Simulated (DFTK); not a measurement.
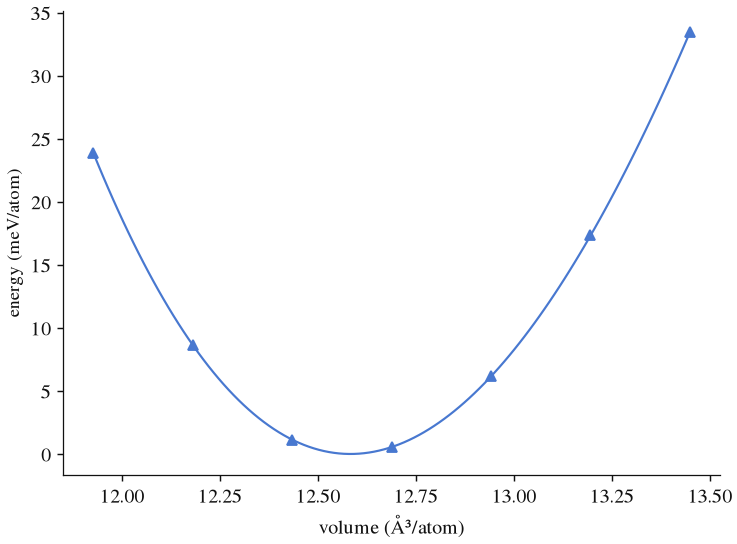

The plot gives the computed energy against volume.

Calculation (DFTK 0.8.2): plane-wave DFT, no spin polarisation; energies at scaled volumes of the given cell, shape and fractions fixed, counted from the fit's minimum, third-order Birch-Murnaghan fit. Level: PBEsol.

Question: For which of these solids was it computed?
A. ZrC, P6_3/mmc (No. 194)
B. NaH, Fm-3m (No. 225)
C. KTaO₃, Pm-3m (No. 221)
D. SiC, F-43m (No. 216)

Answer: C, KTaO₃: energy from 0.55 meV/atom to 33.47 meV/atom, V0 12.58 Å³/atom, B0 203 GPa. The others give: SiC, energy from 0.00 meV/atom to 28.04 meV/atom, V0 10.34 Å³/atom, B0 220 GPa; NaH, energy from 0.07 meV/atom to 12.05 meV/atom, V0 13.77 Å³/atom, B0 24 GPa; ZrC, energy from 0.35 meV/atom to 74.97 meV/atom, V0 12.72 Å³/atom, B0 233 GPa.

For ZrC, limits of the calculation: shape and atomic fractions are frozen while scaling, which makes layered, chain and framework solids too stiff.
